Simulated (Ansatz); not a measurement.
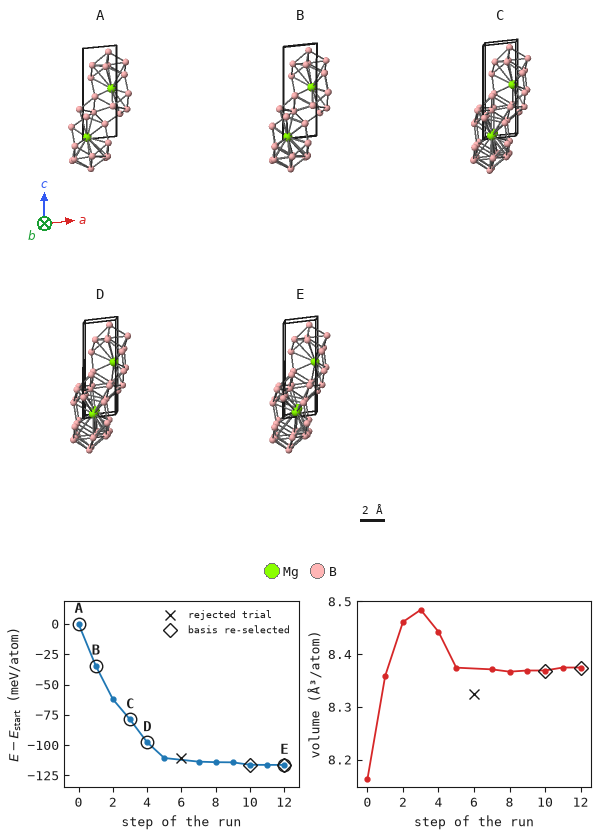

Frames of a relaxation of a crystal of MgB$_{5}$ (a generated structure, set up in P1) (coarse preliminary run), marked on the history of the run. A ball-and-stick model of the cell of the calculation, seen along the b axis.

Theory: Ansatz 0.2.0, DFT PBE, scalar-relativistic, plane waves, PAW.

Input
```yaml
crystal:
  lattice:
    - [2.9737415507, 0.0, 0.0]
    - [0.9602987787, 4.218336818, 0.0]
    - [0.8377182762, 0.3572807018, 7.8091933779]
  atoms:
    - { symbol: Mg, position: [0.1249748334, 0.008749235, 0.0174771043] }
    - { symbol: Mg, position: [0.856898078, 0.5140575754, 0.5303020906] }
    - { symbol: B, position: [0.3163232503, 0.2573684639, 0.2878632629] }
    - { symbol: B, position: [0.7411519574, 0.8379306398, 0.7907677264] }
    - { symbol: B, position: [0.1021812618, 0.6361389304, 0.2444776975] }
    - { symbol: B, position: [0.6777505597, 0.2298990313, 0.776601599] }
    - { symbol: B, position: [0.7579408589, 0.5033988248, 0.9356358689] }
    - { symbol: B, position: [0.3588864282, 0.0007150394, 0.4581226291] }
    - { symbol: B, position: [0.6580046746, 0.4990391399, 0.1475568791] }
    - { symbol: B, position: [0.2380389381, 0.9769873731, 0.6696634881] }
    - { symbol: B, position: [0.891423981, 0.9704313553, 0.3352859173] }
    - { symbol: B, position: [0.2764251784, 0.5652843919, 0.8062457368] }
basis:
  ecutwfc: 420
kpoints:
  mp_grid: { grid: [6, 4, 2] }
hamiltonian:
  xc: pbe
scf:
  occupations: { method: gaussian, width: 0.1 }
  lower_state_search: "off"
output:
  forces: true
  stress: true
  eigenvalues: true
relax:
  adjacent_minimum: "off"
  f_tol: 0.04
  max_steps: 70
  cell: { stress_tol: 0.4 }
```

Command:
```bash
ansatz run input.yaml --threads 1 --pin off --max-ram 2048MiB --backend cpu --events-out ev --progress --plain --runs-dir out
```

What happens along the run?

Answer. The largest move relative to the cell is that of Mg1, 0.91 Å roughly along +a. By element the largest moves are Mg 0.91 Å, B 0.37 Å. The volume changes by +2.6 %, with a 2.974 → 2.934 Å (−1.3 %), b 4.326 → 4.497 Å (+3.9 %), c 7.862 → 8.245 Å (+4.9 %), α 86.1° → 78.1°, β 83.9° → 81.1°, γ 77.2° → 71.5°. Some distances before and after: Mg1–B5 3.586 → 2.432 Å, Mg1–B4 2.452 → 3.599 Å, Mg1–B7 2.790 → 3.857 Å, Mg1–B11 3.529 → 2.635 Å. Bond angles that change, for instance: Mg1–B9–B5 106.1° → 68.2°, Mg1–B5–B9 89.1° → 126.4°, Mg1–B9–B3 89.7° → 113.7°. The space group stays P1 (No. 1). After 9 accepted moves (12 points after the start) the energy has fallen by 116 meV per atom. Largest force component: 1.4 eV/Å at the start, 0.017 eV/Å at the end. Pressure: 5.68 GPa at the start and 0.11 GPa at the end. The line search rejected the trial step at point 6 of the run. The SCF was repeated twice at an unchanged geometry on a basis and grid sized afresh for the cell, which shifted the energy by 2.1 meV per atom at most. From step 0 to 1: B6 moves most (0.05 Å), volume +2.4 %, energy −34.4 meV per atom. From step 1 to 3: Mg1 moves most (0.37 Å), volume +1.5 %, energy −44.4 meV per atom. From step 3 to 4: Mg1 moves most (0.20 Å), volume −0.5 %, energy −18.8 meV per atom. From step 4 to 12: Mg1 moves most (0.33 Å), volume −0.8 %, energy −18.7 meV per atom.

```json
{"step": "0", "E − E(0), meV/atom": "0.00", "largest force component, eV/Å": "1.4448", "pressure, GPa": "5.68", "volume, Å³/atom": "8.163", "note": ""}
{"step": "1", "E − E(0), meV/atom": "-34.44", "largest force component, eV/Å": "0.7410", "pressure, GPa": "1.69", "volume, Å³/atom": "8.359", "note": ""}
{"step": "2", "E − E(0), meV/atom": "-62.07", "largest force component, eV/Å": "0.3637", "pressure, GPa": "0.06", "volume, Å³/atom": "8.461", "note": ""}
{"step": "3", "E − E(0), meV/atom": "-78.80", "largest force component, eV/Å": "0.4578", "pressure, GPa": "-0.45", "volume, Å³/atom": "8.484", "note": ""}
{"step": "4", "E − E(0), meV/atom": "-97.60", "largest force component, eV/Å": "0.4488", "pressure, GPa": "-0.56", "volume, Å³/atom": "8.442", "note": ""}
{"step": "5", "E − E(0), meV/atom": "-110.58", "largest force component, eV/Å": "0.3354", "pressure, GPa": "0.06", "volume, Å³/atom": "8.375", "note": ""}
{"step": "6", "E − E(0), meV/atom": "-110.47", "largest force component, eV/Å": "0.6182", "pressure, GPa": "0.82", "volume, Å³/atom": "8.324", "note": "rejected"}
{"step": "7", "E − E(0), meV/atom": "-113.58", "largest force component, eV/Å": "0.1646", "pressure, GPa": "-0.02", "volume, Å³/atom": "8.371", "note": ""}
{"step": "8", "E − E(0), meV/atom": "-114.03", "largest force component, eV/Å": "0.0976", "pressure, GPa": "-0.04", "volume, Å³/atom": "8.367", "note": ""}
{"step": "9", "E − E(0), meV/atom": "-114.14", "largest force component, eV/Å": "0.0366", "pressure, GPa": "-0.01", "volume, Å³/atom": "8.369", "note": ""}
{"step": "10", "E − E(0), meV/atom": "-116.19", "largest force component, eV/Å": "0.0357", "pressure, GPa": "0.20", "volume, Å³/atom": "8.369", "note": "same geometry, new basis"}
{"step": "11", "E − E(0), meV/atom": "-116.25", "largest force component, eV/Å": "0.0174", "pressure, GPa": "0.11", "volume, Å³/atom": "8.375", "note": ""}
{"step": "12", "E − E(0), meV/atom": "-116.27", "largest force component, eV/Å": "0.0174", "pressure, GPa": "0.11", "volume, Å³/atom": "8.375", "note": "same geometry, new basis"}
```

Limits of the set-up: the k-point mesh is coarse for a cell with partly filled bands.
